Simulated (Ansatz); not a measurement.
# Ag in Co(0001), 2x2: scattering by a point defect, part 2 of 3

How strong a scatterer is Ag in Co(0001), 2x2, and does relaxation matter?

Ansatz 0.2.0; Ansatz plane-wave DFT, PBE, PAW files, collinear spin; ballistic transport by layer matching (Landauer), zero bias; PAW set soft_1 (the session's first sound run).

So far: The structure; Transmission at ideal sites.

### Step 2. Transmission at ideal sites (continued)

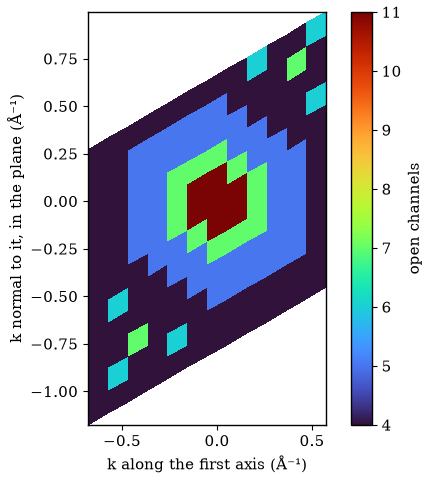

Open channels over k1 and k2. At 0.0000 eV from the Fermi level, spin down.

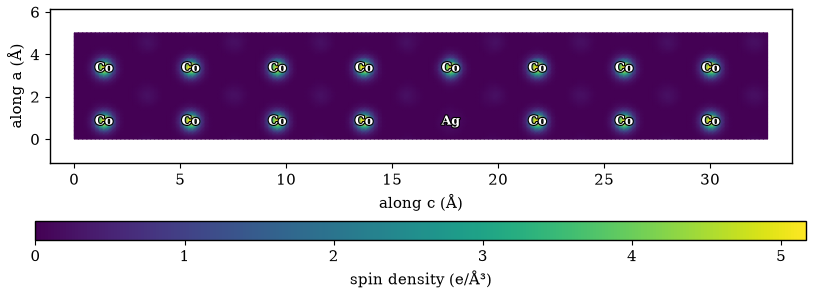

Spin density in the ca plane at fractional y = 0.333, with atoms of Co and Ag within 0.2 Å of it.

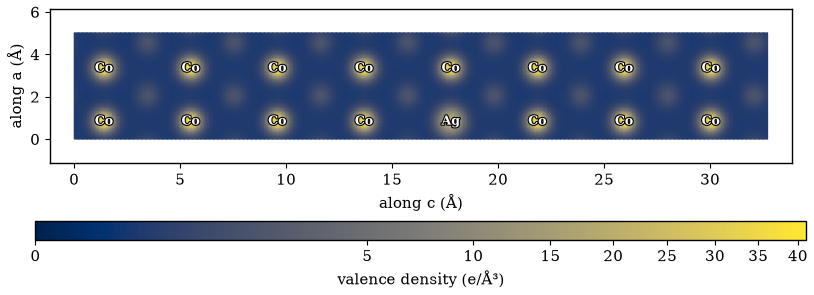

Valence density in the ca plane at fractional y = 0.333, with atoms of Co and Ag within 0.2 Å of it. It is the smooth field of the valence electrons, not physical close to the nuclei. The colour scale is stretched toward low values.

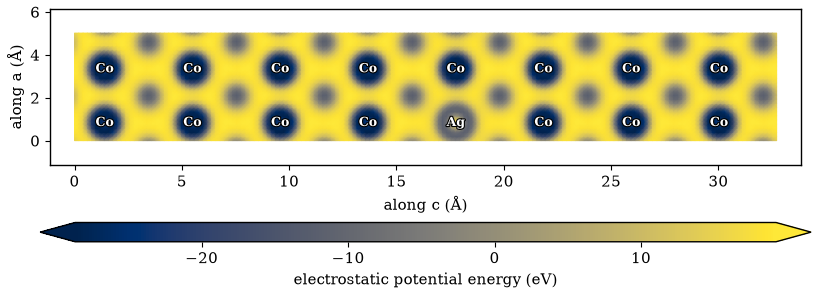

Electrostatic potential energy in the ca plane at fractional y = 0.333, with atoms of Co and Ag within 0.2 Å of it. With pseudopotentials it is smooth inside the atoms' cores, unlike the true potential.

Nearest the Fermi level spin up passes 2.30 of 2.33 channels of the lower lead and spin down 3.73 of 5.01.

### Step 3. Resistance at ideal sites

This step: Ansatz plane-wave DFT, PBE, PAW files, collinear spin; ballistic transport by layer matching (Landauer), zero bias; area resistance of the defect plane and resistivity an atomic per cent; PAW set soft_1 (Ansatz 0.2.0).

Numbers from this step:

* area resistance: 0.02501 fΩ m²
* T over the leads' mean channel count: 0.8150
* spin asymmetry γ: 0.8704 (R down - R up) / (R down + R up)
* resistivity per at.% scaled from this dense plane, with the factor 3/4 for isotropic scattering: 0.3670 µΩ cm

Averaged over the energies near the Fermi level, 81.5 % of the channels pass, which makes 0.0250 fΩ m².

By hand, with means over the energies near the Fermi level: RA per spin = A (h/e²)(1/T − ½[1/N₁ + 1/N₂]); spin up: 21.74×10⁻²⁰ m² × 25 813 Ω × (1/2.294 − ½[1/2.319 + 1/2.319]) = 0.0267 fΩ m²; spin down: 21.74×10⁻²⁰ m² × 25 813 Ω × (1/3.824 − ½[1/5.188 + 1/5.188]) = 0.386 fΩ m². The spins conduct in parallel, so 1/RA = 1/0.0267 + 1/0.386 and RA = 0.0250 fΩ m²; γ = (0.386 − 0.0267)/(0.386 + 0.0267) = 0.87.

### Step 4. Relaxing the neighbours

The neighbours of the defect are let go while the lead's layers stay on their sites, since a lead must repeat to 0.01 Å.

This step: Ansatz plane-wave DFT, PBE, PAW files, collinear spin; relaxation with the lead's layers held; PAW set soft_1 (Ansatz 0.2.0).

The input, input.yaml:

```yaml
crystal:
  lattice:
    - [5.0108, 0.0, 0.0]
    - [-2.5054, 4.3394800933, 0.0]
    - [0.0, 0.0, 32.7144]
  atoms:
    - { symbol: Co, position: [0.1666666667, 0.3333333333, 0.03125], spin: 2.0 }
    - { symbol: Co, position: [0.1666666667, 0.8333333333, 0.03125], spin: 2.0 }
    - { symbol: Co, position: [0.6666666667, 0.3333333333, 0.03125], spin: 2.0 }
    - { symbol: Co, position: [0.6666666667, 0.8333333333, 0.03125], spin: 2.0 }
    - { symbol: Co, position: [0.3333333333, 0.1666666667, 0.09375], spin: 2.0 }
    - { symbol: Co, position: [0.3333333333, 0.6666666667, 0.09375], spin: 2.0 }
    - { symbol: Co, position: [0.8333333333, 0.1666666667, 0.09375], spin: 2.0 }
    - { symbol: Co, position: [0.8333333333, 0.6666666667, 0.09375], spin: 2.0 }
    - { symbol: Co, position: [0.1666666667, 0.3333333333, 0.15625], spin: 2.0 }
    - { symbol: Co, position: [0.1666666667, 0.8333333333, 0.15625], spin: 2.0 }
    - { symbol: Co, position: [0.6666666667, 0.3333333333, 0.15625], spin: 2.0 }
    - { symbol: Co, position: [0.6666666667, 0.8333333333, 0.15625], spin: 2.0 }
    - { symbol: Co, position: [0.3333333333, 0.1666666667, 0.21875], spin: 2.0 }
    - { symbol: Co, position: [0.3333333333, 0.6666666667, 0.21875], spin: 2.0 }
    - { symbol: Co, position: [0.8333333333, 0.1666666667, 0.21875], spin: 2.0 }
    - { symbol: Co, position: [0.8333333333, 0.6666666667, 0.21875], spin: 2.0 }
    - { symbol: Co, position: [0.1666666667, 0.3333333333, 0.28125], spin: 2.0 }
    - { symbol: Co, position: [0.1666666667, 0.8333333333, 0.28125], spin: 2.0 }
    - { symbol: Co, position: [0.6666666667, 0.3333333333, 0.28125], spin: 2.0 }
    - { symbol: Co, position: [0.6666666667, 0.8333333333, 0.28125], spin: 2.0 }
    - { symbol: Co, position: [0.3333333333, 0.1666666667, 0.34375], spin: 2.0 }
    - { symbol: Co, position: [0.3333333333, 0.6666666667, 0.34375], spin: 2.0 }
    - { symbol: Co, position: [0.8333333333, 0.1666666667, 0.34375], spin: 2.0 }
    - { symbol: Co, position: [0.8333333333, 0.6666666667, 0.34375], spin: 2.0 }
    - { symbol: Co, position: [0.1666666667, 0.3333333333, 0.40625], spin: 2.0 }
    - { symbol: Co, position: [0.1666666667, 0.8333333333, 0.40625], spin: 2.0 }
    - { symbol: Co, position: [0.6666666667, 0.3333333333, 0.40625], spin: 2.0 }
    - { symbol: Co, position: [0.6666666667, 0.8333333333, 0.40625], spin: 2.0 }
    - { symbol: Co, position: [0.3333333333, 0.1666666667, 0.46875], spin: 2.0 }
    - { symbol: Co, position: [0.3333333333, 0.6666666667, 0.46875], spin: 2.0 }
    - { symbol: Co, position: [0.8333333333, 0.1666666667, 0.46875], spin: 2.0 }
    - { symbol: Co, position: [0.8333333333, 0.6666666667, 0.46875], spin: 2.0 }
    - { symbol: Ag, position: [0.1666666667, 0.3333333333, 0.53125] }
    - { symbol: Co, position: [0.1666666667, 0.8333333333, 0.53125], spin: 2.0 }
    - { symbol: Co, position: [0.6666666667, 0.3333333333, 0.53125], spin: 2.0 }
    - { symbol: Co, position: [0.6666666667, 0.8333333333, 0.53125], spin: 2.0 }
    - { symbol: Co, position: [0.3333333333, 0.1666666667, 0.59375], spin: 2.0 }
    - { symbol: Co, position: [0.3333333333, 0.6666666667, 0.59375], spin: 2.0 }
    - { symbol: Co, position: [0.8333333333, 0.1666666667, 0.59375], spin: 2.0 }
    - { symbol: Co, position: [0.8333333333, 0.6666666667, 0.59375], spin: 2.0 }
    - { symbol: Co, position: [0.1666666667, 0.3333333333, 0.65625], spin: 2.0 }
    - { symbol: Co, position: [0.1666666667, 0.8333333333, 0.65625], spin: 2.0 }
    - { symbol: Co, position: [0.6666666667, 0.3333333333, 0.65625], spin: 2.0 }
    - { symbol: Co, position: [0.6666666667, 0.8333333333, 0.65625], spin: 2.0 }
    - { symbol: Co, position: [0.3333333333, 0.1666666667, 0.71875], spin: 2.0 }
    - { symbol: Co, position: [0.3333333333, 0.6666666667, 0.71875], spin: 2.0 }
    - { symbol: Co, position: [0.8333333333, 0.1666666667, 0.71875], spin: 2.0 }
    - { symbol: Co, position: [0.8333333333, 0.6666666667, 0.71875], spin: 2.0 }
    - { symbol: Co, position: [0.1666666667, 0.3333333333, 0.78125], spin: 2.0 }
    - { symbol: Co, position: [0.1666666667, 0.8333333333, 0.78125], spin: 2.0 }
    - { symbol: Co, position: [0.6666666667, 0.3333333333, 0.78125], spin: 2.0 }
    - { symbol: Co, position: [0.6666666667, 0.8333333333, 0.78125], spin: 2.0 }
    - { symbol: Co, position: [0.3333333333, 0.1666666667, 0.84375], spin: 2.0 }
    - { symbol: Co, position: [0.3333333333, 0.6666666667, 0.84375], spin: 2.0 }
    - { symbol: Co, position: [0.8333333333, 0.1666666667, 0.84375], spin: 2.0 }
    - { symbol: Co, position: [0.8333333333, 0.6666666667, 0.84375], spin: 2.0 }
    - { symbol: Co, position: [0.1666666667, 0.3333333333, 0.90625], spin: 2.0 }
    - { symbol: Co, position: [0.1666666667, 0.8333333333, 0.90625], spin: 2.0 }
    - { symbol: Co, position: [0.6666666667, 0.3333333333, 0.90625], spin: 2.0 }
    - { symbol: Co, position: [0.6666666667, 0.8333333333, 0.90625], spin: 2.0 }
    - { symbol: Co, position: [0.3333333333, 0.1666666667, 0.96875], spin: 2.0 }
    - { symbol: Co, position: [0.3333333333, 0.6666666667, 0.96875], spin: 2.0 }
    - { symbol: Co, position: [0.8333333333, 0.1666666667, 0.96875], spin: 2.0 }
    - { symbol: Co, position: [0.8333333333, 0.6666666667, 0.96875], spin: 2.0 }
magnetization:
  spin_polarized: true
kpoints:
  mp_grid: { grid: [5, 5, 1] }
hamiltonian:
  xc: pbe
  pseudopotentials: { kind: paw, azcp: { folder: soft_1 } }
scf:
  occupations: { method: fermi_dirac, width: 0.1 }
relax:
  f_tol: 0.03
  max_steps: 40
  constraints:
    - { sites: [0, 1, 2, 3, 4, 5, 6, 7, 8, 9, 10, 11, 12, 13, 14, 15, 16, 17, 18, 19, 44, 45, 46, 47, 48, 49, 50, 51, 52, 53, 54, 55, 56, 57, 58, 59, 60, 61, 62, 63] }
```

Command:

```sh
> ansatz run input.yaml --threads 4 --pin off --max-ram 15360MiB --backend cpu --events-out ev --progress --plain --runs-dir out
```

Numbers of over 12 decimals in the logs are rounded to 6 here.

Log:

```text
Warning: crystal.symmetry: narrowed to the stabiliser of the relax constraints — unitary ops 12 → 6; lowered at sites 20, 21, 22, 23, 44, 45, 46, 47 (the operations that carried what is held of a site onto what its image site leaves free; the constrained walk keeps no symmetry that its constraints do not admit)
[...]
Crystal: 64 atoms, lattice volume = 711.351 Å³
Basis set: ecut = 420 eV, 14011 PW (Γ), exchange–correlation on 72×72×450 points (8 copies of the dense FFT grid, shifted against one another)
Bands: 730, of which v1, the nominal top of the filled ones, is band 545 counted from 1 (544 counted from 0)
Symmetry: 6 space group operations
k-points: 5 of 25 (time reversal used)
[...]
Starting moments: Σ|m| = 126 μB on 63 of 64 sites
[...]
SCF iter   1: F=—  HF=-330517.386652 eV  |F-HF|=—  |Δ(HF+E_count)|=         —  Δρ=7.14e-2 (↑3.49e-2 ↓7.14e-2)  dr2=9.19e1  dr2_m=3.03e0  M=113.525 μB ∫|m|=118.775 μB  β_m=0.30  ethr=3.10e-3  ⟨swp⟩=4.6  Hψ=25706  notcnv=0  defer=282
[...]
SCF iter  16: F=-330537.601689 eV  HF=-330537.601710 eV  |F-HF|=2.17e-5  |Δ(HF+E_count)|=   1.80e-7  Δρ=2.05e-5 (↑4.50e-6 ↓2.05e-5)  dr2=2.22e-5  dr2_m=4.52e-7  M=105.178 μB ∫|m|=115.482 μB  ethr=4.85e-10  ⟨swp⟩=1.4  Hψ=15400  notcnv=0
SCF 1 converged in 16 iterations: F = -330537.601689 eV  dr2 = 2.22e-5
[...]
relax step   1: F+E_penalty+E_count = -330537.60168879 eV  Δ(F+E_penalty+E_count) = +0.000e0 eV  max|allowed force component| = 7.915e-1 eV/Å  Δτ_max = 0.0000 Å  (16 SCF iters, dr2 threshold 2.25e-5 eV, accepted)
[...]
Starting moments: Σ|m| = 126 μB on 63 of 64 sites; this step starts from the density that it was given
[...]
iter 1 solved again at ethr=7.79e-6 eV; its pass at ethr=3.10e-3 eV (dr2=8.49e-2 eV) is discarded
[...]
SCF iter  11: F=-330537.772371 eV  HF=-330537.772396 eV  |F-HF|=2.59e-5  |Δ(HF+E_count)|=   4.59e-7  Δρ=1.40e-5 (↑4.37e-6 ↓1.40e-5)  dr2=2.60e-5  dr2_m=1.72e-7  M=105.150 μB ∫|m|=115.441 μB  ethr=1.66e-9  ⟨swp⟩=1.0  Hψ=14640  notcnv=0
SCF 2 converged in 11 iterations: F = -330537.772371 eV  dr2 = 2.60e-5
relax step   2: F+E_penalty+E_count = -330537.77237053 eV  Δ(F+E_penalty+E_count) = -1.707e-1 eV  max|allowed force component| = 4.219e-1 eV/Å  Δτ_max = 0.0488 Å  (11 SCF iters, dr2 threshold 3.92e-5 eV, accepted)
SCF iter   1: F=—  HF=-330537.851744 eV  |F-HF|=—  |Δ(HF+E_count)|=         —  Δρ=2.11e-3 (↑2.11e-3 ↓1.46e-3)  dr2=1.02e-1  dr2_m=9.57e-3  M=105.124 μB ∫|m|=115.402 μB  β_m=0.65  ethr=6.59e-5  ⟨swp⟩=5.1  Hψ=16602  notcnv=0  defer=954
[...]
SCF iter  11: F=-330537.842052 eV  HF=-330537.842058 eV  |F-HF|=5.63e-6  |Δ(HF+E_count)|=   1.64e-7  Δρ=7.66e-6 (↑1.03e-6 ↓7.66e-6)  dr2=5.70e-6  dr2_m=7.81e-8  M=105.113 μB ∫|m|=115.382 μB  ethr=6.35e-10  ⟨swp⟩=1.4  Hψ=14949  notcnv=0
SCF 3 converged in 11 iterations: F = -330537.842052 eV  dr2 = 5.70e-6
relax step   3: F+E_penalty+E_count = -330537.84205201 eV  Δ(F+E_penalty+E_count) = -6.968e-2 eV  max|allowed force component| = 4.612e-2 eV/Å  Δτ_max = 0.0532 Å  (11 SCF iters, dr2 threshold 1.11e-5 eV, accepted)
SCF iter   1: F=—  HF=-330537.843200 eV  |F-HF|=—  |Δ(HF+E_count)|=         —  Δρ=1.81e-4 (↑1.81e-4 ↓1.36e-4)  dr2=4.22e-4  dr2_m=8.37e-5  M=105.112 μB ∫|m|=115.380 μB  β_m=0.65  ethr=9.06e-7  ⟨swp⟩=4.6  Hψ=12843  notcnv=0  defer=1046
[...]
SCF iter  11: F=-330537.842859 eV  HF=-330537.842859 eV  |F-HF|=6.03e-8  |Δ(HF+E_count)|=   2.21e-9  Δρ=2.19e-6 (↑3.83e-7 ↓2.19e-6)  dr2=6.43e-8  dr2_m=5.41e-9  M=105.111 μB ∫|m|=115.379 μB  ethr=3.43e-12  ⟨swp⟩=1.2  Hψ=15191  notcnv=0
SCF 4 converged in 11 iterations: F = -330537.842859 eV  dr2 = 6.43e-8
relax step   4: F+E_penalty+E_count = -330537.84285928 eV  Δ(F+E_penalty+E_count) = -8.073e-4 eV  max|allowed force component| = 2.277e-2 eV/Å  Δτ_max = 0.0056 Å  (11 SCF iters, accepted)
SCF converged after 11 iterations
Magnetization: 105.1114 μB (597.5557 up, 492.4443 down)
Absolute magnetization: 115.4914 μB (∫|ρ↑−ρ↓|, with the PAW one-centre terms)
[...]
Per-site moments (μB) at R_I (Å): [(1.744770, 1.033141), (1.745142, 1.033141), (1.745142, 1.033141), (1.745142, 1.033141), (1.744912, 1.033141), (1.744912, 1.033141), (1.744912, 1.033141), (1.744665, 1.033141), (1.745884, 1.033141), (1.745884, 1.033141), (1.745884, 1.033141), (1.745884, 1.033141), (1.744734, 1.033141), (1.744734, 1.033141), (1.744734, 1.033141), (1.746239, 1.033141), (1.741516, 1.023762), (1.737272,  [...]
Free energy (F): -330537.842859 eV
[...]
Internal energy: -330535.960464 eV  (E = F + TS)
E sigma→0 (E₀):  -330536.901662 eV
Entropy (-TS):   -1.882395 eV (-29.412 meV/atom)
Fermi energy:    18.336713 eV
[...]
--- Forces (eV/Å), atoms counted from 1 ---
  atom   1  Co    -0.00000000     0.00000000     0.00095141
  atom   2  Co     0.00019345     0.00011169     0.00093014
  atom   3  Co     0.00000000    -0.00022338     0.00093014
  atom   4  Co    -0.00019345     0.00011169     0.00093014
  atom   5  Co     0.00012307    -0.00007105    -0.00480176
  atom   6  Co    -0.00000000     0.00014210    -0.00480176
  atom   7  Co    -0.00012307    -0.00007105    -0.00480176
  atom   8  Co     0.00000000    -0.00000000    -0.00399288
  atom   9  Co     0.00000000     0.00000000     0.01391265
  atom  10  Co     0.00029978     0.00017308     0.00853898
  atom  11  Co    -0.00000000    -0.00034616     0.00853898
  atom  12  Co    -0.00029978     0.00017308     0.00853898
  atom  13  Co    -0.00136309     0.00078698    -0.03568708
  atom  14  Co     0.00000000    -0.00157396    -0.03568708
  atom  15  Co     0.00136309     0.00078698    -0.03568708
  atom  16  Co    -0.00000000    -0.00000000    -0.02797416
  atom  17  Co    -0.00000000     0.00000000    -0.11057686
  atom  18  Co    -0.00441564    -0.00254937    -0.11527052
  atom  19  Co    -0.00000000     0.00509875    -0.11527052
  atom  20  Co     0.00441564    -0.00254937    -0.11527052
  atom  21  Co     0.00192127    -0.00110924     0.00151783
  atom  22  Co     0.00000000     0.00221849     0.00151783
  atom  23  Co    -0.00192127    -0.00110924     0.00151783
  atom  24  Co     0.00000000    -0.00000000    -0.00725292
  atom  25  Co    -0.00000000     0.00000000     0.00178452
  atom  26  Co    -0.00387022    -0.00223447     0.00032911
  atom  27  Co     0.00000000     0.00446894     0.00032911
  atom  28  Co     0.00387022    -0.00223447     0.00032911
  atom  29  Co    -0.00596814     0.00344571    -0.00234504
  atom  30  Co     0.00000000    -0.00689142    -0.00234504
  atom  31  Co     0.00596814     0.00344571    -0.00234504
  atom  32  Co     0.00000000    -0.00000000     0.02181663
  atom  33  Ag     0.00000000     0.00000000    -0.00172275
  atom  34  Co     0.01043617     0.00602533     0.00158056
  atom  35  Co     0.00000000    -0.01205066     0.00158056
  atom  36  Co    -0.01043617     0.00602533     0.00158056
  atom  37  Co    -0.00628629     0.00362939     0.00000543
  atom  38  Co    -0.00000000    -0.00725878     0.00000543
  atom  39  Co     0.00628629     0.00362939     0.00000543
  atom  40  Co     0.00000000    -0.00000000    -0.02277349
[...]
atom  53  Co    -0.00035514     0.00020504     0.00504055
  atom  54  Co     0.00000000    -0.00041008     0.00504055
  atom  55  Co     0.00035514     0.00020504     0.00504055
  atom  56  Co     0.00000000    -0.00000000    -0.00129417
  atom  57  Co     0.00000000     0.00000000    -0.00300386
  atom  58  Co     0.00023385     0.00013501     0.00049963
  atom  59  Co     0.00000000    -0.00027003     0.00049963
  atom  60  Co    -0.00023385     0.00013501     0.00049963
  atom  61  Co    -0.00003136     0.00001810     0.00054551
  atom  62  Co     0.00000000    -0.00003621     0.00054551
  atom  63  Co     0.00003136     0.00001810     0.00054551
  atom  64  Co     0.00000000    -0.00000000    -0.00003627
  max |Σ_I F_I| component: 3.71e-5 eV/Å
--- Relaxed structure (4 steps of the walk, 4 accepted, 0 SCFs on fresh bases) ---
  F+E_penalty+E_count = -330537.84285928 eV   max|allowed force component| = 2.277e-2 eV/Å
  atoms:
    - { symbol: Co, position: [0.166667, 0.333333, 0.03125] }
    - { symbol: Co, position: [0.166667, 0.833333, 0.03125] }
    - { symbol: Co, position: [0.666667, 0.333333, 0.03125] }
    - { symbol: Co, position: [0.666667, 0.833333, 0.03125] }
    - { symbol: Co, position: [0.333333, 0.166667, 0.093750] }
    - { symbol: Co, position: [0.333333, 0.666667, 0.093750] }
    - { symbol: Co, position: [0.833333, 0.166667, 0.093750] }
    - { symbol: Co, position: [0.833333, 0.666667, 0.093750] }
    - { symbol: Co, position: [0.166667, 0.333333, 0.156250] }
    - { symbol: Co, position: [0.166667, 0.833333, 0.156250] }
    - { symbol: Co, position: [0.666667, 0.333333, 0.156250] }
    - { symbol: Co, position: [0.666667, 0.833333, 0.156250] }
    - { symbol: Co, position: [0.333333, 0.166667, 0.21875] }
    - { symbol: Co, position: [0.333333, 0.666667, 0.21875] }
    - { symbol: Co, position: [0.833333, 0.166667, 0.21875] }
    - { symbol: Co, position: [0.833333, 0.666667, 0.21875] }
    - { symbol: Co, position: [0.166667, 0.333333, 0.281250] }
    - { symbol: Co, position: [0.166667, 0.833333, 0.281250] }
    - { symbol: Co, position: [0.666667, 0.333333, 0.281250] }
    - { symbol: Co, position: [0.666667, 0.833333, 0.281250] }
    - { symbol: Co, position: [0.333453, 0.166547, 0.342874] }
    - { symbol: Co, position: [0.333453, 0.666906, 0.342874] }
    - { symbol: Co, position: [0.833094, 0.166547, 0.342874] }
    - { symbol: Co, position: [0.833333, 0.666667, 0.342641] }
    - { symbol: Co, position: [0.166667, 0.333333, 0.404550] }
    - { symbol: Co, position: [0.165644, 0.832822, 0.405018] }
    - { symbol: Co, position: [0.667178, 0.334356, 0.405018] }
    - { symbol: Co, position: [0.667178, 0.832822, 0.405018] }
    - { symbol: Co, position: [0.336067, 0.163933, 0.465600] }
    - { symbol: Co, position: [0.336067, 0.672134, 0.465600] }
    - { symbol: Co, position: [0.827866, 0.163933, 0.465600] }
    - { symbol: Co, position: [0.833333, 0.666667, 0.467814] }
    - { symbol: Ag, position: [0.166667, 0.333333, 0.530830] }
    - { symbol: Co, position: [0.170806, 0.835403, 0.530847] }
    - { symbol: Co, position: [0.664597, 0.329194, 0.530847] }
    - { symbol: Co, position: [0.664597, 0.835403, 0.530847] }
    - { symbol: Co, position: [0.336051, 0.163949, 0.596055] }
    - { symbol: Co, position: [0.336051, 0.672102, 0.596055] }
    - { symbol: Co, position: [0.827898, 0.163949, 0.596055] }
    - { symbol: Co, position: [0.833333, 0.666667, 0.593848] }
    - { symbol: Co, position: [0.166667, 0.333333, 0.657176] }
[...]
- { symbol: Co, position: [0.333333, 0.166667, 0.843750] }
    - { symbol: Co, position: [0.333333, 0.666667, 0.843750] }
    - { symbol: Co, position: [0.833333, 0.166667, 0.843750] }
    - { symbol: Co, position: [0.833333, 0.666667, 0.843750] }
    - { symbol: Co, position: [0.166667, 0.333333, 0.906250] }
    - { symbol: Co, position: [0.166667, 0.833333, 0.906250] }
    - { symbol: Co, position: [0.666667, 0.333333, 0.906250] }
    - { symbol: Co, position: [0.666667, 0.833333, 0.906250] }
    - { symbol: Co, position: [0.333333, 0.166667, 0.968750] }
    - { symbol: Co, position: [0.333333, 0.666667, 0.968750] }
    - { symbol: Co, position: [0.833333, 0.166667, 0.968750] }
    - { symbol: Co, position: [0.833333, 0.666667, 0.968750] }
```

It took 45 min on 4 threads of Arm Neoverse V1, shared host; peak memory 6.8 GiB.

(Part 2 of 3 ends here.)

[Logs are printed without paths, hosts, clocks, repeated set-up lines and the standing remarks that a program may print on its own settings, such as how far it seeks lower states.]

[Hosts, paths, dates, database ids (printed as entryN), source tags and the programs' standing remarks are cut or masked in the printed files.]
